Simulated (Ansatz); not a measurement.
Geometry relaxation of Rh

Rh (1 atom in the cell), computed with DFT r2SCAN, scalar-relativistic, plane waves, PAW, no spin polarisation (Ansatz 0.2.0).

The structure derives from a Materials Project entry.

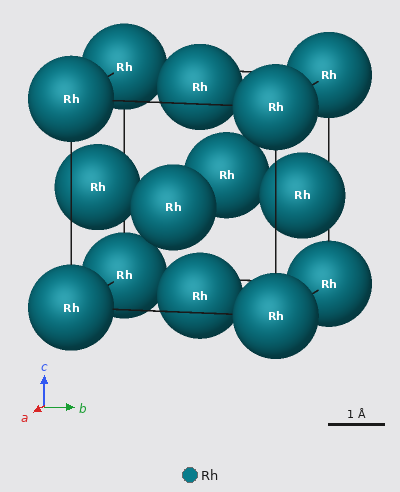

**Figure 1.** The input geometry (spheres-only view of the cell 4 times as large as that of the calculation, set on its symmetry axes, seen slightly off an axis).

Input file:
```yaml
crystal:
  lattice:
    - [0.0, 1.90298609, 1.90298609]
    - [1.90298609, 0.0, 1.90298609]
    - [1.90298609, 1.90298609, 0.0]
  atoms:
    - { symbol: Rh, position: [0.0, 0.0, 0.0] }
basis:
  ecutwfc: 500
kpoints:
  mp_grid: { grid: [18, 18, 18] }
hamiltonian:
  xc: r2scan
scf:
  occupations: { method: gaussian, width: 0.1 }
output:
  forces: true
  stress: true
  eigenvalues: true
  write_density: true
  write_potential: true
  elf: true
  volumetric_format: npy
relax:
  adjacent_minimum: "off"
  f_tol: 0.005
  max_steps: 80
  cell: { stress_tol: 0.05 }
```

Launch command:
```bash
ansatz run input.yaml --threads 8 --pin off --max-ram 20480MiB --backend cpu --events-out ev --progress --plain --runs-dir out
```

The program's output:
```
Engine: ansatz 0.2.0, x86_64-unknown-linux-gnu
Pseudopotentials: kind: paw
Pseudopotential: Rh, paw, valence charge 17, recommended cutoff 500 eV (meta_gga), Rh.paw.azcp
Functional definition: r2SCAN
  parameter k0 = 0.174
  parameter k1 = 0.065
  parameter a1 = 4.9479
  exchange = r2scan_x(k0 = k0, k1 = k1, a1 = a1)
  correlation = r2scan_c
Crystal: 1 atoms, lattice volume = 13.783 Å³
Basis set: ecut = 500 eV, 339 PW (Γ), exchange–correlation on 80×80×80 points (64 copies of the dense FFT grid, shifted against one another)
Bands: 13, of which v1, the nominal top of the filled ones, is band 9 counted from 1 (8 counted from 0)
Symmetry: 48 space group operations
Space group: Fm-3m (ITA 225), of the structure as read, at distance tolerance 2.4e-5 Å
k-points: 195 of 5832
Non-local potential: Rh, projectors of the file, l = 0: 3, l = 1: 2, l = 2: 2, l = 3: 1
PAW form: soft (Blöchl's): semilocal exchange-correlation on the pseudo side does not see the compensation charge
PAW frozen core: Rh, regenerated for the run's functional (the file was generated under x = pbe(κ = 0.804, μ = 0.2195149727645171), c = pbe(β = 0.06672455060314922))
PAW one-centre angular grid: Rh, 590 points (default); XC on 160 Gauss nodes
Initial density: superposition of atomic densities (neutral atoms: chi_scale 0, normalization atom), corrected by the library's trained network
Initial wavefunctions: pseudopotential atomic-orbital guess
Functional: x = r2scan, c = r2scan; τ floored in thin density (d = 2e-4 eV/Å³)
SCF iter   1: F=—  HF=-6415.264175 eV  |F-HF|=—  |Δ(HF+E_count)|=         —  Δρ=1.01e-2  dr2=3.74e-3  dr2_τ=9.70e-3  ethr=1.77e-3  ⟨swp⟩=5.3  Hψ=14400  notcnv=0
preconditioner: auto → none  [metal: Δε(μ)=0.017 eV  Ē_g=14.627 eV  σ=0.100 eV  W_gap=0.10  n_scr=0 (ndim 8)  ℏωp=30.0 eV  f_vac=0.000  D(μ)=1.37/eV (n_scr^D=14)]
SCF iter   2: F=—  HF=-6415.275145 eV  |F-HF|=—  |Δ(HF+E_count)|=   1.10e-2  Δρ=5.45e-3  dr2=1.21e-3  dr2_τ=1.79e-4  ethr=2.20e-5  ⟨swp⟩=2.0  Hψ=5783  notcnv=0  defer=59
SCF iter   3: F=—  HF=-6415.275506 eV  |F-HF|=—  |Δ(HF+E_count)|=   3.61e-4  Δρ=9.92e-4  dr2=1.34e-4  dr2_τ=1.40e-5  ethr=7.12e-6  ⟨swp⟩=2.3  Hψ=3579  notcnv=0  defer=59
SCF iter   4: F=—  HF=-6415.275491 eV  |F-HF|=—  |Δ(HF+E_count)|=   1.50e-5  Δρ=2.94e-4  dr2=4.38e-6  dr2_τ=3.10e-6  ethr=7.90e-7  ⟨swp⟩=2.7  Hψ=3915  notcnv=0  defer=59
SCF iter   5: F=—  HF=-6415.275494 eV  |F-HF|=—  |Δ(HF+E_count)|=   2.76e-6  Δρ=8.49e-5  dr2=3.33e-7  dr2_τ=7.39e-8  ethr=2.58e-8  ⟨swp⟩=2.9  Hψ=4457  notcnv=0  defer=59
SCF iter   6: F=-6415.275495 eV  HF=-6415.275495 eV  |F-HF|=1.11e-9  |Δ(HF+E_count)|=   7.88e-7  Δρ=1.10e-5  dr2=3.48e-9  dr2_τ=5.90e-9  ethr=5.88e-10  ⟨swp⟩=10.0  Hψ=17607  notcnv=0
SCF 1 converged in 6 iterations: F = -6415.275495 eV  dr2 = 3.48e-9
  greatest PAW one-centre occupation: 1.000 electrons in one spin orbital (limit 2), on the Rh atom at site 0 (counted from 0), in its partial waves of l = 0
relax step   1: F+E_penalty+E_count = -6415.27549462 eV  Δ(F+E_penalty+E_count) = +0.000e0 eV  max|allowed force component| = 0.000e0 eV/Å  Δτ_max = 0.0000 Å  P = -1.339 GPa  Ω = 13.783 Å³  (6 SCF iters, dr2 threshold 1.00e-7 eV, accepted)
Crystal: 1 atoms, lattice volume = 13.661 Å³
Basis set: ecut = 500 eV, 331 PW (Γ), exchange–correlation on 80×80×80 points (64 copies of the dense FFT grid, shifted against one another)
Initial density: handed on by an earlier stage of this run
Initial wavefunctions: those handed on with the density
iter 1 solved again at ethr=1.94e-6 eV; its pass at ethr=3.10e-3 eV (dr2=3.30e-4 eV) is discarded
SCF iter   1: F=—  HF=-6415.273059 eV  |F-HF|=—  |Δ(HF+E_count)|=         —  Δρ=1.55e-3  dr2=3.20e-4  dr2_τ=2.45e-3  ethr=1.94e-6  ⟨swp⟩=2.0  Hψ=17110  notcnv=0
preconditioner: auto → none  [metal: Δε(μ)=0.014 eV  Ē_g=14.725 eV  σ=0.100 eV  W_gap=0.08  n_scr=0 (ndim 8)  ℏωp=30.1 eV  f_vac=0.000  D(μ)=1.34/eV (n_scr^D=14)]
SCF iter   2: F=—  HF=-6415.275649 eV  |F-HF|=—  |Δ(HF+E_count)|=   2.59e-3  Δρ=1.25e-3  dr2=1.73e-4  dr2_τ=2.46e-5  ethr=1.88e-6  ⟨swp⟩=2.0  Hψ=3887  notcnv=0
SCF iter   3: F=—  HF=-6415.275600 eV  |F-HF|=—  |Δ(HF+E_count)|=   4.84e-5  Δρ=3.98e-4  dr2=1.38e-5  dr2_τ=1.75e-6  ethr=1.02e-6  ⟨swp⟩=2.3  Hψ=3594  notcnv=0
SCF iter   4: F=—  HF=-6415.275597 eV  |F-HF|=—  |Δ(HF+E_count)|=   3.03e-6  Δρ=1.74e-4  dr2=3.98e-6  dr2_τ=1.67e-7  ethr=8.12e-8  ⟨swp⟩=2.1  Hψ=3913  notcnv=0
SCF iter   5: F=—  HF=-6415.275597 eV  |F-HF|=—  |Δ(HF+E_count)|=   7.43e-7  Δρ=8.55e-5  dr2=9.61e-7  dr2_τ=2.74e-8  ethr=2.34e-8  ⟨swp⟩=1.2  Hψ=2726  notcnv=0
SCF iter   6: F=—  HF=-6415.275596 eV  |F-HF|=—  |Δ(HF+E_count)|=   1.91e-7  Δρ=3.85e-5  dr2=1.94e-7  dr2_τ=6.67e-9  ethr=5.66e-9  ⟨swp⟩=1.5  Hψ=2974  notcnv=0
SCF iter   7: F=-6415.275596 eV  HF=-6415.275596 eV  |F-HF|=3.37e-8  |Δ(HF+E_count)|=   3.76e-8  Δρ=1.94e-5  dr2=4.91e-8  dr2_τ=1.85e-9  ethr=5.88e-10  ⟨swp⟩=7.0  Hψ=12571  notcnv=0
SCF 2 converged in 7 iterations: F = -6415.275596 eV  dr2 = 4.91e-8
relax step   2: F+E_penalty+E_count = -6415.27559626 eV  Δ(F+E_penalty+E_count) = -1.016e-4 eV  max|allowed force component| = 0.000e0 eV/Å  Δτ_max = 0.0000 Å  P = +1.166 GPa  Ω = 13.661 Å³  energy of the carried Pulay correction = +2.733e-5 eV  (7 SCF iters, dr2 threshold 1.00e-7 eV, accepted)
Crystal: 1 atoms, lattice volume = 13.717 Å³
iter 1 solved again at ethr=4.16e-7 eV; its pass at ethr=3.10e-3 eV (dr2=7.07e-5 eV) is discarded
SCF iter   1: F=—  HF=-6415.275230 eV  |F-HF|=—  |Δ(HF+E_count)|=         —  Δρ=7.25e-4  dr2=7.06e-5  dr2_τ=5.32e-4  ethr=4.16e-7  ⟨swp⟩=2.0  Hψ=16644  notcnv=0
preconditioner: auto → none  [metal: Δε(μ)=0.012 eV  Ē_g=14.665 eV  σ=0.100 eV  W_gap=0.07  n_scr=0 (ndim 8)  ℏωp=30.1 eV  f_vac=0.000  D(μ)=1.37/eV (n_scr^D=14)]
SCF iter   2: F=—  HF=-6415.275799 eV  |F-HF|=—  |Δ(HF+E_count)|=   5.68e-4  Δρ=6.10e-4  dr2=4.19e-5  dr2_τ=5.76e-6  ethr=4.15e-7  ⟨swp⟩=2.0  Hψ=3878  notcnv=0
SCF iter   3: F=—  HF=-6415.275787 eV  |F-HF|=—  |Δ(HF+E_count)|=   1.19e-5  Δρ=2.00e-4  dr2=3.64e-6  dr2_τ=4.30e-7  ethr=2.46e-7  ⟨swp⟩=2.2  Hψ=3558  notcnv=0
SCF iter   4: F=—  HF=-6415.275786 eV  |F-HF|=—  |Δ(HF+E_count)|=   2.97e-7  Δρ=8.70e-5  dr2=9.94e-7  dr2_τ=4.25e-8  ethr=2.14e-8  ⟨swp⟩=2.1  Hψ=3913  notcnv=0
SCF iter   5: F=—  HF=-6415.275786 eV  |F-HF|=—  |Δ(HF+E_count)|=   1.86e-7  Δρ=4.35e-5  dr2=2.49e-7  dr2_τ=7.16e-9  ethr=5.85e-9  ⟨swp⟩=1.1  Hψ=2671  notcnv=0
SCF iter   6: F=-6415.275786 eV  HF=-6415.275786 eV  |F-HF|=3.51e-8  |Δ(HF+E_count)|=   4.96e-8  Δρ=1.97e-5  dr2=5.12e-8  dr2_τ=1.78e-9  ethr=5.88e-10  ⟨swp⟩=7.0  Hψ=12585  notcnv=0
SCF 3 converged in 6 iterations: F = -6415.275786 eV  dr2 = 5.12e-8
relax step   3: F+E_penalty+E_count = -6415.27578613 eV  Δ(F+E_penalty+E_count) = -1.899e-4 eV  max|allowed force component| = 0.000e0 eV/Å  Δτ_max = 0.0000 Å  P = -0.011 GPa  Ω = 13.717 Å³  energy of the carried Pulay correction = +1.464e-5 eV  (6 SCF iters, dr2 threshold 1.00e-7 eV, accepted)
Initial wavefunctions: pseudopotential atomic-orbital guess (no wavefunctions were taken with the density)
iter 1 solved again at ethr=2.48e-8 eV; its pass at ethr=3.10e-3 eV (dr2=4.21e-6 eV) is discarded
SCF iter   1: F=—  HF=-6415.275771 eV  |F-HF|=—  |Δ(HF+E_count)|=         —  Δρ=2.25e-5  dr2=5.62e-8  dr2_τ=1.70e-8  ethr=2.48e-8  ⟨swp⟩=2.9  Hψ=21109  notcnv=0
preconditioner: auto → none  [metal: Δε(μ)=0.013 eV  Ē_g=14.669 eV  σ=0.100 eV  W_gap=0.07  n_scr=0 (ndim 8)  ℏωp=30.1 eV  f_vac=0.000  D(μ)=1.36/eV (n_scr^D=14)]
SCF iter   2: F=—  HF=-6415.275772 eV  |F-HF|=—  |Δ(HF+E_count)|=   3.13e-7  Δρ=7.60e-6  dr2=3.87e-9  dr2_τ=2.55e-9  ethr=3.30e-10  ⟨swp⟩=2.1  Hψ=3982  notcnv=0
SCF iter   3: F=—  HF=-6415.275772 eV  |F-HF|=—  |Δ(HF+E_count)|=  2.87e-10  Δρ=3.08e-6  dr2=2.50e-10  dr2_τ=1.97e-10  ethr=2.28e-11  ⟨swp⟩=2.2  Hψ=3563  notcnv=0
SCF iter   4: F=—  HF=-6415.275772 eV  |F-HF|=—  |Δ(HF+E_count)|=  2.99e-10  Δρ=3.97e-7  dr2=1.43e-11  dr2_τ=6.94e-12  ethr=1.47e-12  ⟨swp⟩=2.6  Hψ=4131  notcnv=0
SCF iter   5: F=-6415.275772 eV  HF=-6415.275772 eV  |F-HF|=2.73e-12  |Δ(HF+E_count)|=  2.73e-12  Δρ=1.32e-7  dr2=1.43e-12  dr2_τ=3.73e-13  ethr=1.00e-12  ⟨swp⟩=4.9  Hψ=9092  notcnv=0
SCF 4 converged in 5 iterations: F = -6415.275772 eV  dr2 = 1.43e-12
relax step   4: F+E_penalty+E_count = -6415.27577151 eV  Δ(F+E_penalty+E_count) = +1.462e-5 eV  max|allowed force component| = 0.000e0 eV/Å  Δτ_max = 0.0000 Å  P = -0.013 GPa  Ω = 13.717 Å³  stress off target by 1.30e-2 GPa  SCF on the basis re-selected at this cell (its energy is not comparable with the rows above)  (5 SCF iters)
```

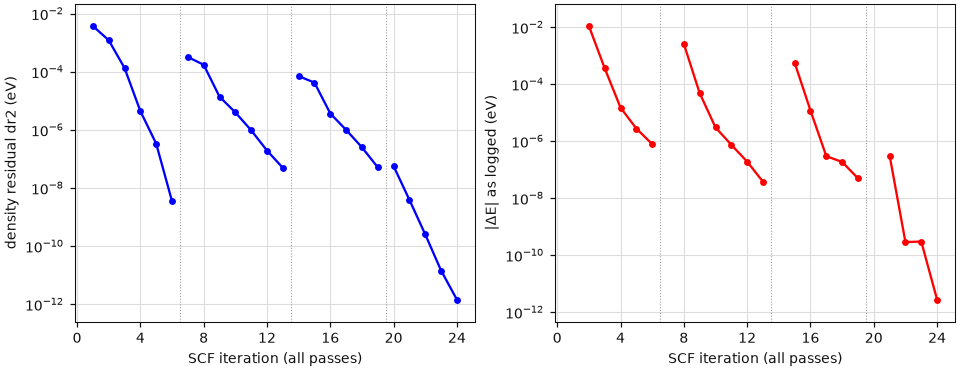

**Figure 2.** Convergence of the self-consistent field: density residual dr2 and size of the energy change against the SCF iteration. The dotted lines part the SCF passes of the relaxation: geometry steps, rejected trials and re-solves on a re-selected basis. The passes take 6, 7, 6 and 5 iterations.

```
basis re-selected at this cell: Δ(F+E_penalty+E_count) = +1.462e-5 eV, ΔP = -0.002 GPa vs the last step (what re-selecting the basis moved, of the pressure what is left beyond the Pulay correction that the steps carried, after the strain that the cell walked since its last selection, with what the two solves' SCF thresholds leave and, on support functions, any second-order correction that the steps lacked; it is no measure of the basis error at this ecutwfc). This SCF's stress stands 1.30e-2 GPa from its target on what of the cell is left free (relax.cell.stress_tol is 5.00e-2 GPa) and its largest allowed force component is 0.00e0 eV/Å (relax.f_tol is 5.00e-3 eV/Å): within both
SCF converged after 5 iterations
Free energy (F): -6415.275772 eV
Harris-Foulkes:  -6415.275772 eV  (|F-HF|=2.73e-12)
Internal energy: -6415.268964 eV  (E = F + TS)
E sigma→0 (E₀):  -6415.272368 eV
Entropy (-TS):   -0.006808 eV (-6.808 meV/atom)
Fermi energy:    22.274885 eV
--- Per-component energies (eV) ---
  E_band       = -101.580532
  E_kinetic    = 573.196301
  E_local      = -1561.165110  (includes V_loc(G=0)·N_el)
  E_nonlocal   = 355.303016
  E_hartree    = 549.347125
  E_xc         = -216.846432
  E_vxc        = -314.182312  (∫ρ·V_xc dr)
  E_paw        = -3604.185058  (= ΣΔE_a)
  E_vpaw       = -274.681173  (= ΣTr[D̂ρ^β])
  E_aug_tail   = 0.000687  (compensation charges beyond the density's cutoff)
  E_vtau       = 21.253756  (kinetic-family band-sum trace: ∫τ·v_τ [+ j·A + Jᵃ·Aᵃ] dr)
  E_ewald      = -2510.549533
  E_core_change = -0.369959  (= ΣΔE_core)
  E_smearing   = -0.006808  (= −TS)
  E_closure    = 0.000000  (closes the sum)
  Σ components = -6415.275772   (vs F -6415.275772, Δ=0.00e0)
--- Forces (eV/Å), atoms counted from 1 ---
  atom   1  Rh    -0.00000000    -0.00000000    -0.00000000
  max |Σ_I F_I| component: 4.93e-32 eV/Å
--- Stress (GPa, compression-positive) ---
       -0.012992      -0.000000      -0.000000
       -0.000000      -0.012992      -0.000000
       -0.000000      -0.000000      -0.012992
  P = ⅓ Tr σ = -0.0130 GPa (-0.130 kbar)
--- Band table (eV; the first three rows and the last of 195) ---
  k-point 0: bands = ["-58.8850", "-25.5187", "-25.5187", "-25.5187", "14.1041", "19.0880", "19.0880", "19.0880", "21.1887", "21.1887", "38.7460", "44.3950", "44.3950"]
  k-point 1: bands = ["-58.8812", "-25.5431", "-25.5220", "-25.5220", "14.2344", "19.0302", "19.1391", "19.1391", "21.1604", "21.1604", "38.9319", "43.7267", "44.5822"]
  k-point 2: bands = ["-58.8705", "-25.6130", "-25.5314", "-25.5314", "14.6076", "18.8862", "19.2720", "19.2720", "21.1006", "21.1006", "39.4300", "42.2970", "45.1267"]
  k-point 194: bands = ["-58.7197", "-26.0718", "-25.9936", "-25.8132", "17.0004", "17.8746", "18.8378", "21.0569", "23.3196", "31.6009", "33.1603", "34.1852", "35.5748"]
--- Relaxed structure (3 steps of the walk, 3 accepted, 1 SCFs on fresh bases) ---
  F+E_penalty+E_count = -6415.27577151 eV   max|allowed force component| = 0.000e0 eV/Å   (the final SCF, on the basis selected at the relaxed cell)
  cell:  # Å, volume = 13.7174 Å³
    - [-2.547686016447795e-35, 1.8999716998199612, 1.8999716998199612]
    - [1.8999716998199612, 1.6241498354854693e-34, 1.8999716998199612]
    - [1.8999716998199612, 1.8999716998199612, 1.4967655346630797e-34]
  atoms:
    - { symbol: Rh, position: [0.0, 0.0, 0.0] }
```

Trajectory as extended XYZ (Å, eV, eV/Å), 4 frames, from step=1 to step=4:
```
1
Lattice="0.0000 1.9030 1.9030 1.9030 0.0000 1.9030 1.9030 1.9030 0.0000" Properties=species:S:1:pos:R:3:forces:R:3 step=1 energy=-6415.27549 pressure_GPa=-1.34
Rh    0.0000    0.0000    0.0000    0.0000   0.0000   0.0000
1
Lattice="0.0000 1.8974 1.8974 1.8974 0.0000 1.8974 1.8974 1.8974 0.0000" Properties=species:S:1:pos:R:3:forces:R:3 step=2 energy=-6415.27560 pressure_GPa=1.17
Rh    0.0000    0.0000    0.0000    0.0000   0.0000   0.0000
1
Lattice="0.0000 1.9000 1.9000 1.9000 0.0000 1.9000 1.9000 1.9000 0.0000" Properties=species:S:1:pos:R:3:forces:R:3 step=3 energy=-6415.27579 pressure_GPa=-0.01
Rh    0.0000    0.0000    0.0000    0.0000   0.0000   0.0000
1
Lattice="0.0000 1.9000 1.9000 1.9000 0.0000 1.9000 1.9000 1.9000 0.0000" Properties=species:S:1:pos:R:3:forces:R:3 step=4 energy=-6415.27577 pressure_GPa=-0.01
Rh    0.0000    0.0000    0.0000    0.0000   0.0000   0.0000
```

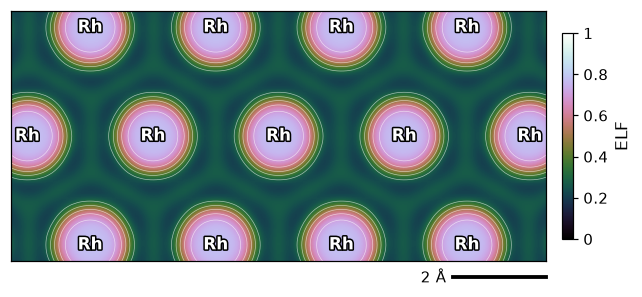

**Figure 3.** ELF on the (111) plane of the conventional cell. Atoms in the plane: Rh. Rh–Rh (2.69 Å): the ELF is about 0.25 at the midpoint (no shared electron pair). The strong features right at Rh lie inside the PAW spheres (semicore, d or f shells) and say nothing about bonding. Core electrons are frozen (PAW), so the fields are smoothed inside the atomic spheres.

Results in brief:

```csv
quantity,value
outcome,converged
space group (tolerance 0.01 Å),Fm-3m (225)
electrons treated,17
free energy,−6415.2758 eV
Fermi energy,22.275 eV
gap on the k-point mesh,none (metallic)
pressure,−0.01 GPa
final volume,13.72 Å³
largest force (length of the vector) at the end,under 0.001 eV/Å
final cell,"a = 2.687 Å, b = 2.687 Å, c = 2.687 Å, α = 60.00°, β = 60.00°, γ = 60.00°"
hardware,"8 threads of AMD EPYC (Zen 3), 189 GiB of memory available, shared host"
wall time,15 s (CPU time 48 s)
peak memory,0.41 GiB
```
